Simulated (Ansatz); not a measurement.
# Calculations on SiO2

**1. Relaxation**

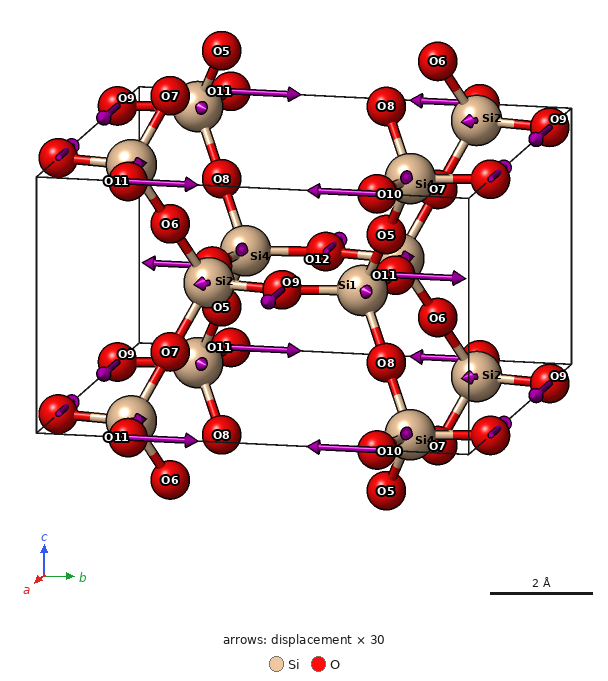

A relaxation of a crystal of SiO₂ (set up in I4/mmm). The starting structure is drawn; purple arrows show the displacements (the part carried along by the change of the cell is left out), magnified 30 times.

A ball-and-stick model of the conventional cell (2 times the calculation's cell), seen slightly off an axis. Lengths and directions refer to the drawn axes.

Case: relaxed at 12 GPa.

Level of theory: Ansatz, DFT PBE, scalar-relativistic, plane waves, PAW.

Input
```yaml
crystal:
  lattice:
    - [-4.3706812859, 4.3706812859, 2.5764893056]
    - [4.3706812859, -4.3706812859, 2.5764893056]
    - [4.3706812859, 4.3706812859, -2.5764893056]
  atoms:
    - { symbol: Si, position: [0.1773385271, 0.1773385271, 0.3546770543] }
    - { symbol: Si, position: [0.8226614729, 0.1773385271, 0.0] }
    - { symbol: Si, position: [0.1773385271, 0.8226614729, 0.0] }
    - { symbol: Si, position: [0.8226614729, 0.8226614729, 0.6453229457] }
    - { symbol: O, position: [0.5, 0.5, 0.5] }
    - { symbol: O, position: [0.0, 0.5, 0.0] }
    - { symbol: O, position: [0.5, 0.0, 0.0] }
    - { symbol: O, position: [0.0, 0.0, 0.5] }
    - { symbol: O, position: [0.0, 0.2119395677, 0.2119395677] }
    - { symbol: O, position: [0.7880604323, 0.0, 0.7880604323] }
    - { symbol: O, position: [0.2119395677, 0.0, 0.2119395677] }
    - { symbol: O, position: [0.0, 0.7880604323, 0.7880604323] }
basis:
  ecutwfc: 420
kpoints:
  mp_grid: { grid: [6, 6, 6] }
hamiltonian:
  xc: pbe
scf:
  occupations: { method: gaussian, width: 0.02 }
output:
  forces: true
  stress: true
  eigenvalues: true
relax:
  adjacent_minimum: "off"
  f_tol: 0.008
  max_steps: 50
  cell: { stress_tol: 0.08, p_target: 12.0 }
```

Launched with:
```bash
ansatz run input.yaml --threads 2 --pin off --max-ram 5120MiB --backend cpu --events-out ev --progress --plain --runs-dir out
```

> What did the optimiser do to the structure, and how much energy did it gain?

Over 5 accepted moves (6 points after the start) the energy falls by 29.6 meV per cell of the calculation. With the target pressure of 12 GPa, the enthalpy E + pV changes by −38.9 meV per cell of the calculation. The largest force component goes from 0.36 to 0.003 eV/Å. The pressure goes from 13.16 to 11.99 GPa. The SCF was repeated once at an unchanged geometry on a basis and grid sized afresh for the cell, which shifted the energy by 0.7 meV per cell of the calculation at most. The largest moves relative to the cell, 0.048 Å, are those of O9, O10, O11 and O12. O12 goes along −a. By element the largest moves are O 0.048 Å, Si 0.012 Å. The drawn cell changes as follows: a = b 8.741 → 8.683 Å (−0.7 %), c 5.153 → 5.219 Å (+1.3 %); the volume changes by −0.1 %. Near-neighbour distances that change, for instance: Si1–O11 1.579 → 1.585 Å. Bond angles that change, for instance: O10–Si4–O12 112.1° → 114.7°, Si2–O10–Si4 157.9° → 155.3°. The space group stays I4/mmm (No. 139).

**2. Relaxation**

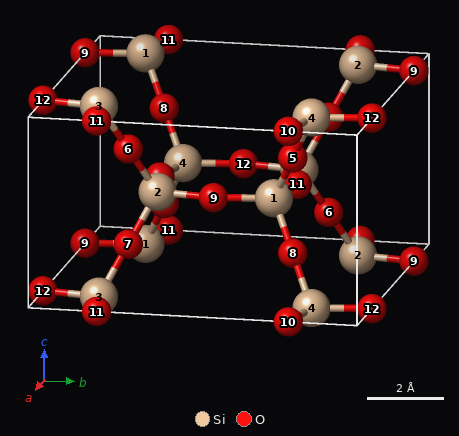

This is the input geometry for a relaxation of a crystal of SiO₂ (set up in I4/mmm). The picture is a ball-and-stick view of the conventional cell (2 times the calculation's cell), seen slightly off an axis. Lengths and directions refer to the drawn axes.

The calculation used DFT PBE, scalar-relativistic, plane waves, PAW (Ansatz 0.2.0).

Input
```yaml
crystal:
  lattice:
    - [-4.47204052, 4.47204052, 2.61177035]
    - [4.47204052, -4.47204052, 2.61177035]
    - [4.47204052, 4.47204052, -2.61177035]
  atoms:
    - { symbol: Si, position: [0.17688858, 0.17688858, 0.35377716] }
    - { symbol: Si, position: [0.82311142, 0.17688858, 0.0] }
    - { symbol: Si, position: [0.17688858, 0.82311142, 0.0] }
    - { symbol: Si, position: [0.82311142, 0.82311142, 0.64622284] }
    - { symbol: O, position: [0.5, 0.5, 0.5] }
    - { symbol: O, position: [0.0, 0.5, 0.0] }
    - { symbol: O, position: [0.5, 0.0, 0.0] }
    - { symbol: O, position: [0.0, 0.0, 0.5] }
    - { symbol: O, position: [0.0, 0.20854866, 0.20854866] }
    - { symbol: O, position: [0.79145134, 0.0, 0.79145134] }
    - { symbol: O, position: [0.20854866, 0.0, 0.20854866] }
    - { symbol: O, position: [0.0, 0.79145134, 0.79145134] }
basis:
  ecutwfc: 420
kpoints:
  mp_grid: { grid: [6, 6, 6] }
hamiltonian:
  xc: pbe
scf:
  occupations: { method: gaussian, width: 0.02 }
output:
  forces: true
  stress: true
  eigenvalues: true
relax:
  adjacent_minimum: "off"
  f_tol: 0.005
  max_steps: 80
  cell: { stress_tol: 0.05 }
```

Launched with:
```bash
ansatz run input.yaml --threads 2 --pin off --max-ram 5120MiB --backend cpu --events-out ev --progress --plain --runs-dir out
```

What does the optimiser find from here?

Over 6 accepted moves (8 points after the start) the energy falls by 5.0 meV per atom. Largest force component: 0.22 eV/Å at the start, 0.0036 eV/Å at the end. Pressure: 3.66 GPa at the start and −0.03 GPa at the end. The SCF was repeated twice at an unchanged geometry on a basis and grid sized afresh for the cell, which shifted the energy by 1.3 meV per atom at most. The largest moves relative to the cell, 0.008 Å, are those of O9, O10, O11 and O12. O9 goes along +a. Largest moves by element: O 0.008 Å, Si 0.001 Å. The drawn cell changes as follows: a = b 8.944 → 9.011 Å (+0.7 %), c 5.224 → 5.273 Å (+0.9 %); the volume changes by +2.5 %. Near-neighbour distances that change, for instance: Si1–O5 1.600 → 1.614 Å, Si1–O11 1.607 → 1.621 Å. The space group stays I4/mmm (No. 139).

The end point in the same view:

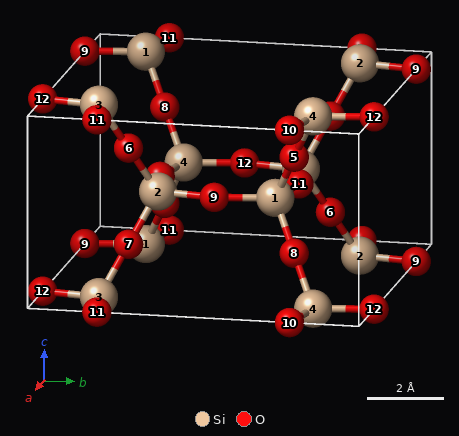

**3. A change**

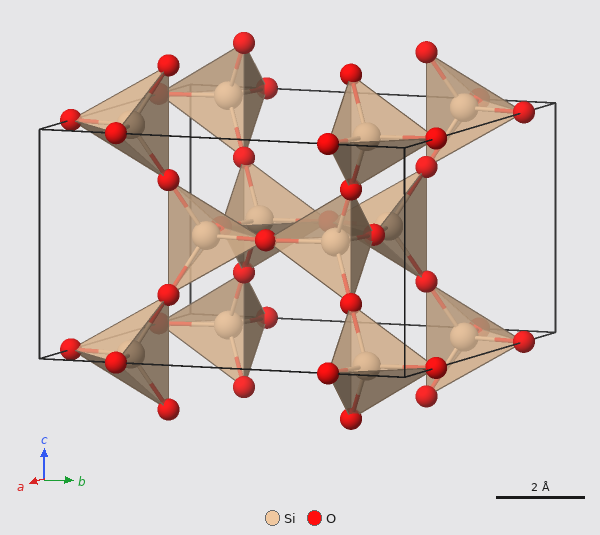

This is a crystal of SiO$_{2}$ (set up in I4/mmm). The picture is a polyhedral view of the conventional cell (2 times the calculation's cell), seen slightly off an axis. Lengths and directions refer to the drawn axes.

Theory: DFT PBE, scalar-relativistic, plane waves, PAW (Ansatz). (plane-wave cutoff 420 eV; k-point mesh 6 × 6 × 6; occupations gaussian; smearing width 0.02 eV; no spin polarisation)

The variant: The volume is changed by +6.0 %. The cell's shape and the atoms are relaxed at that volume.

Input file:
```yaml
crystal:
  lattice:
    - [-4.6022035761, 4.6022035761, 2.6781974321]
    - [4.6022035761, -4.6022035761, 2.6781974321]
    - [4.6022035761, 4.6022035761, -2.6781974321]
  atoms:
    - { symbol: Si, position: [0.1766028885, 0.1766028885, 0.3532057769] }
    - { symbol: Si, position: [0.8233971115, 0.1766028885, 0.0] }
    - { symbol: Si, position: [0.1766028885, 0.8233971115, 0.0] }
    - { symbol: Si, position: [0.8233971115, 0.8233971115, 0.6467942231] }
    - { symbol: O, position: [0.5, 0.5, 0.5] }
    - { symbol: O, position: [0.0, 0.5, 0.0] }
    - { symbol: O, position: [0.5, 0.0, 0.0] }
    - { symbol: O, position: [0.0, 0.0, 0.5] }
    - { symbol: O, position: [0.0, 0.2072985927, 0.2072985927] }
    - { symbol: O, position: [0.7927014073, 0.0, 0.7927014073] }
    - { symbol: O, position: [0.2072985927, 0.0, 0.2072985927] }
    - { symbol: O, position: [0.0, 0.7927014073, 0.7927014073] }
basis:
  ecutwfc: 420
kpoints:
  mp_grid: { grid: [6, 6, 6] }
hamiltonian:
  xc: pbe
scf:
  occupations: { method: gaussian, width: 0.02 }
output:
  forces: true
  stress: true
  eigenvalues: true
relax:
  adjacent_minimum: "off"
  f_tol: 0.01
  max_steps: 30
  cell: { stress_tol: 0.1, fix: [volume] }
```

Run as
```bash
ansatz run input.yaml --threads 2 --pin off --max-ram 5120MiB --backend cpu --events-out ev --progress --plain --runs-dir out
```

Question: What is the effect?

Answer: The energy rises by 23.5 meV per atom. Pressure: 0.0 GPa before, −6.7 GPa after. Cell: a = b 9.011 → 9.219 Å (+2.3 %), c 5.273 → 5.339 Å (+1.2 %). Volume +6.0 %. The largest moves relative to the cell, 0.037 Å, are those of O9, O10, O11 and O12. O11 goes along −b. Largest moves by element: O 0.037 Å, Si 0.009 Å. Near-neighbour distances before and after: O–Si 1.617 → 1.645 Å. The space group stays I4/mmm (No. 139).

Drawn alike, the variant:

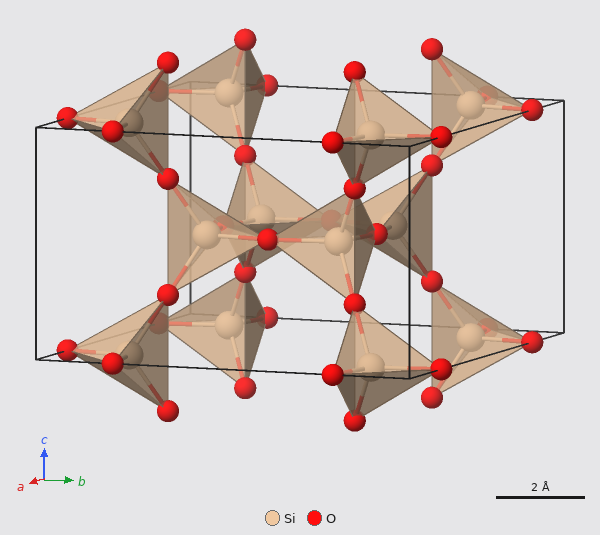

**4. A change**

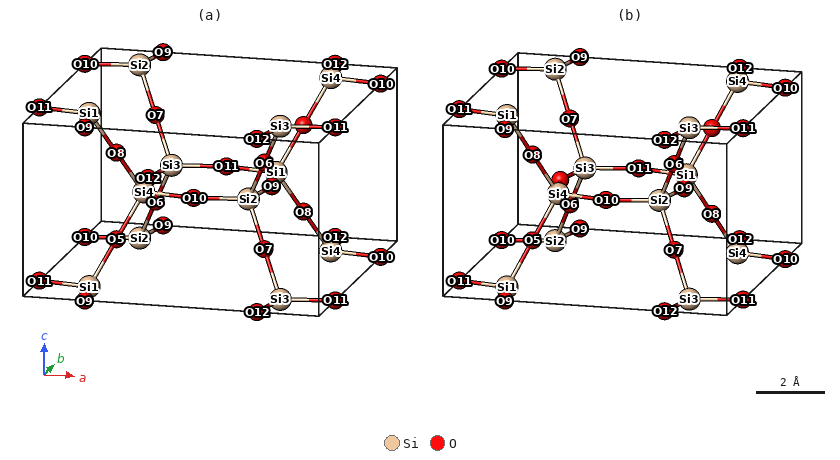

Left: crystalline SiO$_{2}$ (set up in I4/mmm). Right: the same structure after one change, at the same scale. The picture is a ball-and-stick view of the conventional cell (2 times the calculation's cell), seen slightly off an axis. Lengths and directions refer to the drawn axes.

All numbers below come from DFT PBE, scalar-relativistic, plane waves, PAW (Ansatz 0.2.0). (plane-wave cutoff 420 eV; k-point mesh 6 × 6 × 6; occupations gaussian; smearing width 0.02 eV; no spin polarisation)

What was changed?

Answer. The volume is changed by −9.0 %. The cell's shape and the atoms are relaxed at that volume.

What does the change do?

Answer. It costs 63.9 meV per atom. Pressure: 0.0 GPa before, 13.5 GPa after. The volume changes by −9.0 %, with a = b 9.011 → 8.640 Å (−4.1 %), c 5.273 → 5.219 Å (−1.0 %). The largest moves relative to the cell, 0.080 Å, are those of O9, O10, O11 and O12. O10 goes along −b. By element the largest moves are O 0.080 Å, Si 0.021 Å. Some distances before and after: O–Si 1.617 → 1.569 to 1.582 Å. The space group stays I4/mmm (No. 139).
